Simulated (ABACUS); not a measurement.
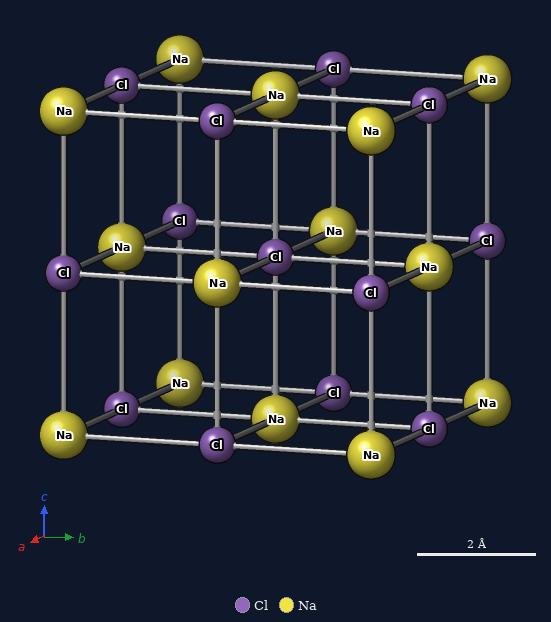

Fig. 1: The structure as given in the input (ball-and-stick view of the cell 4 times as large as that of the calculation, set on its symmetry axes, seen slightly off an axis). Near neighbours in the crystal (not all of them lie inside the picture): Cl has 6 Na at 2.79 Å; Na has 6 Cl at 2.79 Å.

**NaCl: band-structure run**

The run: band-structure run of NaCl (Fm-3m, 2 atoms in the cell). Method and program: Kohn-Sham DFT of a periodic cell, rSCAN, SG15 ONCV 1.2 PBE, no spin polarisation (ABACUS 3.10.1).

The structure derives from a Materials Project entry. It belongs to a series of runs on one base structure; here: bands on the converged density.

### The input
```
INPUT_PARAMETERS
suffix              NaCl
calculation         nscf
basis_type          pw
pseudo_dir          ./
symmetry            -1
dft_functional      MGGA_X_RSCAN+MGGA_C_RSCAN
ecutwfc             103.0
pseudo_rcut         10
nspin               1
nbands              18
ks_solver           dav
smearing_method     fd
smearing_sigma      0.00367493
scf_thr             1e-08
scf_nmax            100
mixing_type         broyden
mixing_beta         0.7
mixing_tau          1
init_chg            file
pw_diag_thr         1e-07
out_band            1
kpar                4
```

### File STRU
```
ATOMIC_SPECIES
Cl 35.4500 Cl_ONCV_PBE-1.2.upf
Na 22.9898 Na_ONCV_PBE-1.2.upf

LATTICE_CONSTANT
1.8897261246

LATTICE_VECTORS
0.0000000000 2.7940632177 2.7940632177
2.7940632177 0.0000000000 2.7940632177
2.7940632177 2.7940632177 0.0000000000

ATOMIC_POSITIONS
Direct

Cl
0.0
1
0.5000000000 0.5000000000 0.5000000000 1 1 1

Na
0.0
1
0.0000000000 0.0000000000 0.0000000000 1 1 1
```

### File KPT
```
K_POINTS
12
Line
0.00000000 0.00000000 0.00000000 10 // G
0.50000000 0.00000000 0.50000000 10 // X
0.50000000 0.25000000 0.75000000 10 // W
0.37500000 0.37500000 0.75000000 10 // K
0.00000000 0.00000000 0.00000000 10 // G
0.50000000 0.50000000 0.50000000 10 // L
0.62500000 0.25000000 0.62500000 10 // U
0.50000000 0.25000000 0.75000000 10 // W
0.50000000 0.50000000 0.50000000 10 // L
0.37500000 0.37500000 0.75000000 1 // K
0.62500000 0.25000000 0.62500000 10 // U
0.50000000 0.00000000 0.50000000 1 // X
```

Launch command:
```bash
OMP_NUM_THREADS=1 mpirun -np 4 abacus > log
```

### Log
```
ABACUS v3.10.1

               Atomic-orbital Based Ab-initio Computation at UStc

 ------------------------------------------------------------------------------------

 READING GENERAL INFORMATION
                           global_out_dir = OUT.NaCl/
                           global_in_card = INPUT
                               pseudo_dir = ./
                              orbital_dir =
                                    DSIZE = 4
                                    GSIZE = 1

 READING UNITCELL INFORMATION
                                    ntype = 2
                  lattice constant (Bohr) = 1.88973
              lattice constant (Angstrom) = 1

 READING ATOM TYPE 1
                               atom label = Cl
                      L=0, number of zeta = 1
                      L=1, number of zeta = 1
                      L=2, number of zeta = 1
             number of atom for this type = 1

 READING ATOM TYPE 2
                               atom label = Na
                      L=0, number of zeta = 1
                      L=1, number of zeta = 1
                      L=2, number of zeta = 1
             number of atom for this type = 1

                        TOTAL ATOM NUMBER = 2
DIRECT COORDINATES
    atom                   x                   y                   z     mag                  vx                  vy                  vz
taud_Cl1            0.5000000000        0.5000000000        0.5000000000  0.0000        0.0000000000        0.0000000000        0.0000000000
taud_Na1            0.0000000000        0.0000000000        0.0000000000  0.0000        0.0000000000        0.0000000000        0.0000000000

                          Volume (Bohr^3) = 294.398
                             Volume (A^3) = 43.6253

 Lattice vectors: (Cartesian coordinate: in unit of a_0)
                   +0            +2.79406            +2.79406
             +2.79406                  +0            +2.79406
             +2.79406            +2.79406                  +0
 Reciprocal vectors: (Cartesian coordinate: in unit of 2 pi/a_0)
            -0.178951           +0.178951           +0.178951
            +0.178951           -0.178951           +0.178951
            +0.178951           +0.178951           -0.178951
 The esolver type has been set to : ksdft_pw

                PAO radial cut off (Bohr) = 10

 Read in pseudopotential file is Cl_ONCV_PBE-1.2.upf
                     pseudopotential type = NC
          exchange-correlation functional = PBE
                 nonlocal core correction = 0
                        valence electrons = 7
                                     lmax = 1
                           number of zeta = 0
                     number of projectors = 4
                           L of projector = 0
                           L of projector = 0
                           L of projector = 1
                           L of projector = 1
 XC functional updated to : MGGA_X_RSCAN+MGGA_C_RSCAN
          exchange-correlation functional = MGGA_X_RSCAN+MGGA_C_RSCAN
                PAO radial cut off (Bohr) = 10

 Read in pseudopotential file is Na_ONCV_PBE-1.2.upf
                     pseudopotential type = NC
          exchange-correlation functional = PBE
                 nonlocal core correction = 0
                        valence electrons = 9
                                     lmax = 1
                           number of zeta = 0
                     number of projectors = 4
                           L of projector = 0
                           L of projector = 0
                           L of projector = 1
                           L of projector = 1
 XC functional updated to : MGGA_X_RSCAN+MGGA_C_RSCAN
          exchange-correlation functional = MGGA_X_RSCAN+MGGA_C_RSCAN
     initial pseudo atomic orbital number = 0

 SETUP THE ELECTRONS NUMBER
            electron number of element Cl = 7
      total electron number of element Cl = 7
            electron number of element Na = 9
      total electron number of element Na = 9
            AUTOSET number of electrons:  = 16
                           occupied bands = 8
                                   NBANDS = 18
                                   NLOCAL = 18

%%%%%%%%%%%%%%%%%%%%%%%%%%%%%%%%%%%%%%%%%%%%%%%%%%%%%%%%%%%%%%%%%%%%%%%%%%%%%%%%%%%%%%%%%%%%%%%%%%%%%%%%%%
 Warning: the number of valence electrons in pseudopotential > 1 for Na: [Ne] 3s1
 Pseudopotentials with additional electrons can yield (more) accurate outcomes, but may be less efficient.
 If you're confident that your chosen pseudopotential is appropriate, you can safely ignore this warning.
%%%%%%%%%%%%%%%%%%%%%%%%%%%%%%%%%%%%%%%%%%%%%%%%%%%%%%%%%%%%%%%%%%%%%%%%%%%%%%%%%%%%%%%%%%%%%%%%%%%%%%%%%%

 SETUP THE PLANE WAVE BASIS
 energy cutoff for charge/potential (unit:Ry) = 412
            fft grid for charge/potential = [ 50, 50, 50 ]
                        fft grid division = [ 1, 1, 1 ]
        big fft grid for charge/potential = [ 50, 50, 50 ]
                                     nbxx = 125000
                                     nrxx = 125000

 SETUP PLANE WAVES FOR CHARGE/POTENTIAL
                    number of plane waves = 41559
                         number of sticks = 1585

 PARALLEL PW FOR CHARGE/POTENTIAL
     PROC   COLUMNS(POT)             PW
        1           1585          41559
 --------------- sum -------------------
        1           1585          41559
                            number of |g| = 390
                                  max |g| = 37.2432
                                  min |g| = 0

----------- Double Check Mixing Parameters Begin ------------
mixing_type: broyden
mixing_beta: 0.7
mixing_gg0: 1
mixing_gg0_min: 0.1
mixing_ndim: 8
----------- Double Check Mixing Parameters End ------------

 SETUP K-POINTS
                                    nspin = 1
                                   nkstot = 102
K-POINTS DIRECT COORDINATES
 KPOINTS    DIRECT_X    DIRECT_Y    DIRECT_Z  WEIGHT
       1  0.00000000  0.00000000  0.00000000  1.0000
       2  0.05000000  0.00000000  0.05000000  1.0000
       3  0.10000000  0.00000000  0.10000000  1.0000
       4  0.15000000  0.00000000  0.15000000  1.0000
       5  0.20000000  0.00000000  0.20000000  1.0000
       6  0.25000000  0.00000000  0.25000000  1.0000
       7  0.30000000  0.00000000  0.30000000  1.0000
       8  0.35000000  0.00000000  0.35000000  1.0000
       9  0.40000000  0.00000000  0.40000000  1.0000
      10  0.45000000  0.00000000  0.45000000  1.0000
      11  0.50000000  0.00000000  0.50000000  1.0000
      12  0.50000000  0.02500000  0.52500000  1.0000
      13  0.50000000  0.05000000  0.55000000  1.0000
      14  0.50000000  0.07500000  0.57500000  1.0000
      15  0.50000000  0.10000000  0.60000000  1.0000
      16  0.50000000  0.12500000  0.62500000  1.0000
      17  0.50000000  0.15000000  0.65000000  1.0000
      18  0.50000000  0.17500000  0.67500000  1.0000
      19  0.50000000  0.20000000  0.70000000  1.0000
      20  0.50000000  0.22500000  0.72500000  1.0000
      21  0.50000000  0.25000000  0.75000000  1.0000
      22  0.48750000  0.26250000  0.75000000  1.0000
      23  0.47500000  0.27500000  0.75000000  1.0000
      24  0.46250000  0.28750000  0.75000000  1.0000
      25  0.45000000  0.30000000  0.75000000  1.0000
      26  0.43750000  0.31250000  0.75000000  1.0000
      27  0.42500000  0.32500000  0.75000000  1.0000
      28  0.41250000  0.33750000  0.75000000  1.0000
      29  0.40000000  0.35000000  0.75000000  1.0000
      30  0.38750000  0.36250000  0.75000000  1.0000
[... 72 further k points ...]

           k-point number in this process = 26
       minimum distributed K point number = 25

[... K-POINTS CARTESIAN COORDINATES: 26 rows ...]

[... K-POINTS DIRECT COORDINATES: 26 rows ...]

 SETUP PLANE WAVES FOR WAVE FUNCTIONS
     energy cutoff for wavefunc (unit:Ry) = 103
              fft grid for wave functions = [ 50, 50, 50 ]
                    number of plane waves = 6231
                         number of sticks = 439

 PARALLEL PW FOR WAVE FUNCTIONS
     PROC   COLUMNS(POT)             PW
        1            439           6231
 --------------- sum -------------------
        1            439           6231

 SETUP NONLOCAL PSEUDOPOTENTIALS IN PLANE WAVE BASIS
 Cl non-local projectors:
 projector 1 L=0
 projector 2 L=0
 projector 3 L=1
 projector 4 L=1
 Na non-local projectors:
 projector 1 L=0
 projector 2 L=0
 projector 3 L=1
 projector 4 L=1
      TOTAL NUMBER OF NONLOCAL PROJECTORS = 16

 Init Non-Local PseudoPotential table :
 Init Non-Local-Pseudopotential done.

                                     npwx = 5218

 -------------------------------------------
 NONSELF-CONSISTENT
 -------------------------------------------
                                 init_chg = file
 try to read charge from file
 Read in the charge density: OUT.NaCl//NaCl-CHARGE-DENSITY.restart
 try to read kinetic energy density from file
 Read in the kinetic energy density: OUT.NaCl//NaCl-TAU-DENSITY.restart

 PW ALGORITHM --------------- ION=   1  ELEC=   1--------------------------------

 k(1/102) Iter steps (avg)=12 threshold=1e-07

 k(2/102) Iter steps (avg)=11 threshold=1e-07

 k(3/102) Iter steps (avg)=12 threshold=1e-07

 k(4/102) Iter steps (avg)=13 threshold=1e-07

 k(5/102) Iter steps (avg)=15 threshold=1e-07

 k(6/102) Iter steps (avg)=17 threshold=1e-07
 k(7/102) Iter steps (avg)=19 threshold=1e-07
 k(8/102) Iter steps (avg)=20 threshold=1e-07

 k(9/102) Iter steps (avg)=21 threshold=1e-07
 k(10/102) Iter steps (avg)=27 threshold=1e-07

 k(11/102) Iter steps (avg)=23 threshold=1e-07
 k(12/102) Iter steps (avg)=21 threshold=1e-07
 k(13/102) Iter steps (avg)=21 threshold=1e-07
 k(14/102) Iter steps (avg)=19 threshold=1e-07
 k(15/102) Iter steps (avg)=22 threshold=1e-07
 k(16/102) Iter steps (avg)=21 threshold=1e-07
 k(17/102) Iter steps (avg)=21 threshold=1e-07
 k(18/102) Iter steps (avg)=21 threshold=1e-07
 k(19/102) Iter steps (avg)=23 threshold=1e-07
 k(20/102) Iter steps (avg)=24 threshold=1e-07
 k(21/102) Iter steps (avg)=23 threshold=1e-07
 k(22/102) Iter steps (avg)=23 threshold=1e-07
 k(23/102) Iter steps (avg)=22 threshold=1e-07
 k(24/102) Iter steps (avg)=22 threshold=1e-07
 k(25/102) Iter steps (avg)=22 threshold=1e-07
 k(26/102) Iter steps (avg)=20 threshold=1e-07
[... levels at 26 k points of this process ...]

 Density error is 0.00000000000
                          Error Threshold = 1.00000000000e-07
----------------------------------------------------------
     Energy           Rydberg                 eV
----------------------------------------------------------
 E_KohnSham     -115.8690558134      -1576.4793809429
 E_KS(sigma->0) -115.8690558134      -1576.4793809429
 E_Harris       -115.8690558134      -1576.4793809429
 E_band         -18.1348938202       -246.7378885791
 E_one_elec     -62.6415911056       -852.2825708217
 E_Hartree      34.9727980514        475.8293285017
 E_xc           -18.7555247782       -255.1820059640
 E_Ewald        -69.4447379810       -944.8441326589
 E_entropy(-TS) 0.0000000000         0.0000000000
 E_descf        0.0000000000         0.0000000000
 E_exx          0.0000000000         0.0000000000
 E_Fermi        0.2894578128         3.9382755844
----------------------------------------------------------

 charge density convergence is achieved
 final etot is -1576.4793809 eV
 EFERMI = 3.9382755844 eV

 STATE ENERGY(eV) AND OCCUPATIONS    NSPIN == 1
 1/26 kpoint (Cartesian) = 0.0000 0.0000 0.0000 (5065 pws)
       1       -50.1803      0.0196078
       2       -20.4800      0.0196078
       3       -20.4800      0.0196078
       4       -20.4800      0.0196078
       5       -12.3804      0.0196078
       6       0.981089      0.0196078
       7       0.981089      0.0196078
       8       0.981089      0.0196078
       9        6.86889    6.87685e-28
      10        12.9344    1.42240e-80
      11        12.9344    1.42240e-80
      12        12.9344    1.42240e-80
      13        15.3512        0.00000
      14        15.3512        0.00000
      15        16.6659        0.00000
      16        19.6960        0.00000
      17        19.6960        0.00000
      18        19.6960        0.00000

 2/26 kpoint (Cartesian) = 0.0000 0.017895 0.0000 (5125 pws)
       1       -50.1803      0.0196078
       2       -20.4808      0.0196078
       3       -20.4802      0.0196078
       4       -20.4802      0.0196078
       5       -12.3693      0.0196078
       6       0.907898      0.0196078
       7       0.963461      0.0196078
       8       0.963461      0.0196078
       9        6.98801    6.34993e-29
      10        12.7426    6.59485e-79
      11        13.0010    3.75788e-81
      12        13.0010    3.75788e-81
      13        15.1642        0.00000
      14        15.3885        0.00000
      15        16.9519        0.00000
      16        19.7643        0.00000
      17        19.7643        0.00000
      18        19.8609        0.00000

 3/26 kpoint (Cartesian) = 0.0000 0.035790 0.0000 (5141 pws)
       1       -50.1802      0.0196078
       2       -20.4830      0.0196078
       3       -20.4808      0.0196078
       4       -20.4808      0.0196078
       5       -12.3372      0.0196078
       6       0.710755      0.0196078
       7       0.913021      0.0196078
       8       0.913021      0.0196078
       9        7.32056    8.20851e-32
      10        12.2918    5.42774e-75
      11        13.1968    7.47288e-83
      12        13.1968    7.47288e-83
      13        14.6837        0.00000
      14        15.4994        0.00000
      15        17.6844        0.00000
      16        19.9693        0.00000
      17        19.9693        0.00000
      18        20.2962        0.00000

 4/26 kpoint (Cartesian) = 0.0000 0.053685 0.0000 (5157 pws)
       1       -50.1801      0.0196078
       2       -20.4862      0.0196078
       3       -20.4818      0.0196078
       4       -20.4818      0.0196078
       5       -12.2881      0.0196078
       6       0.440362      0.0196078
       7       0.836462      0.0196078
       8       0.836462      0.0196078
       9        7.80709    4.87897e-36
      10        11.7597    2.27083e-70
      11        13.5114    1.38368e-85
      12        13.5114    1.38368e-85
      13        14.0598        0.00000
      14        15.6804        0.00000
      15        18.6845        0.00000
      16        20.3092        0.00000
      17        20.3092        0.00000
      18        20.9062        0.00000

 5/26 kpoint (Cartesian) = 0.0000 0.071580 0.0000 (5185 pws)
       1       -50.1799      0.0196078
       2       -20.4899      0.0196078
       3       -20.4830      0.0196078
       4       -20.4830      0.0196078
       5       -12.2276      0.0196078
       6       0.148042      0.0196078
       7       0.743241      0.0196078
       8       0.743241      0.0196078
       9        8.37550    5.63852e-41
      10        11.2403    7.37727e-66
      11        13.4214    8.37486e-85
      12        13.9294    3.24330e-89
      13        13.9294    3.24329e-89
      14        15.9251        0.00000
      15        19.8550        0.00000
      16        20.7740        0.00000
      17        20.7740        0.00000
      18        21.6315        0.00000

 6/26 kpoint (Cartesian) = 0.0000 0.089475 0.0000 (5201 pws)
       1       -50.1798      0.0196078
       2       -20.4935      0.0196078
       3       -20.4843      0.0196078
       4       -20.4843      0.0196078
       5       -12.1625      0.0196078
       6      -0.128025      0.0196078
       7       0.643812      0.0196078
       8       0.643812      0.0196078
       9        8.94186    6.78956e-46
      10        10.7745    8.20450e-62
      11        12.8794    4.26993e-80
      12        14.4331        0.00000
      13        14.4331        0.00000
      14        16.2228        0.00000
      15        21.1493        0.00000
      16        21.3141        0.00000
      17        21.3141        0.00000
      18        22.4057        0.00000

[... levels at 20 further k points ...]

 --------------------------------------------
 !FINAL_ETOT_IS -1576.479380942890 eV
 --------------------------------------------

 Output bands in file: OUT.NaCl/BANDS_1.dat
```

### Standard output
```
ABACUS v3.10.1

               Atomic-orbital Based Ab-initio Computation at UStc

 dft_functional readin is: MGGA_X_RSCAN+MGGA_C_RSCAN
 dft_functional in pseudopot file is: PBE
 Please make sure this is what you need
 dft_functional readin is: MGGA_X_RSCAN+MGGA_C_RSCAN
 dft_functional in pseudopot file is: PBE
 Please make sure this is what you need

%%%%%%%%%%%%%%%%%%%%%%%%%%%%%%%%%%%%%%%%%%%%%%%%%%%%%%%%%%%%%%%%%%%%%%%%%%%%%%%%%%%%%%%%%%%%%%%%%%%%%%%%%
 Warning: the number of valence electrons in pseudopotential > 1 for Na: [Ne] 3s1
 Pseudopotentials with additional electrons can yield (more) accurate outcomes, but may be less efficient.
 If you're confident that your chosen pseudopotential is appropriate, you can safely ignore this warning.
%%%%%%%%%%%%%%%%%%%%%%%%%%%%%%%%%%%%%%%%%%%%%%%%%%%%%%%%%%%%%%%%%%%%%%%%%%%%%%%%%%%%%%%%%%%%%%%%%%%%%%%%%

 UNIFORM GRID DIM        : 50 * 50 * 50
 UNIFORM GRID DIM(BIG)   : 50 * 50 * 50
func,idMGGA_X_RSCAN 493
func,idMGGA_C_RSCAN 494
 ---------------------------------------------------------
 ---------------------------------------------------------
 SPIN    KPOINTS         PROCESSORS  THREADS
 1       102             4           4
 ---------------------------------------------------------
 Use plane wave basis
 ---------------------------------------------------------
 ELEMENT NATOM       XC
 Cl      1
 Na      1
 ---------------------------------------------------------
 Initial plane wave basis and FFT box
 ---------------------------------------------------------
 -------------------------------------------
 NONSELF-CONSISTENT :
 -------------------------------------------
 START CHARGE      : file
 ITER       ETOT/eV          EDIFF/eV         DRHO         DKIN     TIME/s
 DA1     -1.57647938e+03   0.00000000e+00   0.0000e+00   0.0000e+00  50.36
```

### Summary

| quantity | value |
| --- | --- |
| outcome | converged |
| space group (tolerance 0.01 Å) | Fm-3m (225) |
| electrons treated | 16 |
| Fermi energy of the self-consistent step | 5.905 eV |
| gap on the band path | 5.89 eV |
| hardware | 4 threads of Intel Xeon (Sapphire Rapids), 16 GiB of memory available, shared host |
| wall time | 51 s (CPU time 3.4 min) |
| peak memory | 0.56 GiB |
